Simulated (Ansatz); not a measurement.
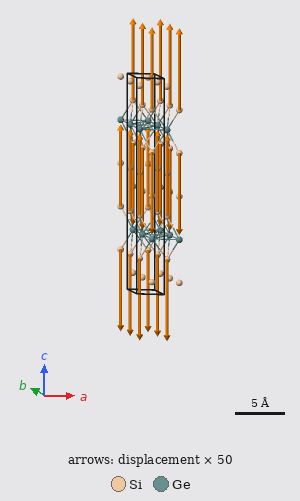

A relaxation of crystalline Si$_{4}$Ge (a generated structure, set up in P6_3/mmc) (coarse preliminary run). The starting structure is drawn; orange arrows show the displacements (the part carried along by the change of the cell is left out), magnified 50 times.

The picture is a ball-and-stick view of the cell of the calculation, repeated 2 × 3 × 1 with one cell outlined, seen slightly off an axis.

Method: Ansatz 0.2.0, DFT PBE, scalar-relativistic, plane waves, PAW. Set-up: plane-wave cutoff 420 eV; k-point mesh 6 × 6 × 1; occupations gaussian; smearing width 0.1 eV; no spin polarisation; cell and atoms relaxed; force threshold 0.04 eV/Å; at most 70 steps.

### Atoms of which element are displaced furthest, and by how much?

Silicon: up to 0.17 Å, against 0.00 Å for germanium.

### What happened in the run?

The energy falls by 40.8 meV per atom in 5 accepted moves (6 points after the start). The largest force component goes from 0.58 to 0.028 eV/Å. Pressure: −2.49 GPa at the start and 0.08 GPa at the end. The SCF was repeated once at an unchanged geometry on a basis and grid sized afresh for the cell, which shifted the energy by 0.1 meV per atom at most. The largest moves relative to the cell, 0.17 Å, are those of Si atoms. Ge stays in place. Cell: a = b 2.860 → 2.866 Å (+0.2 %), c 22.606 → 21.914 Å (−3.1 %). Volume −2.7 %. Near-neighbour distances that change, for instance: Ge–Si 2.799 → 2.885 Å, Ge–Ge 2.860 → 2.866 Å. The space group stays P6_3/mmc (No. 194).
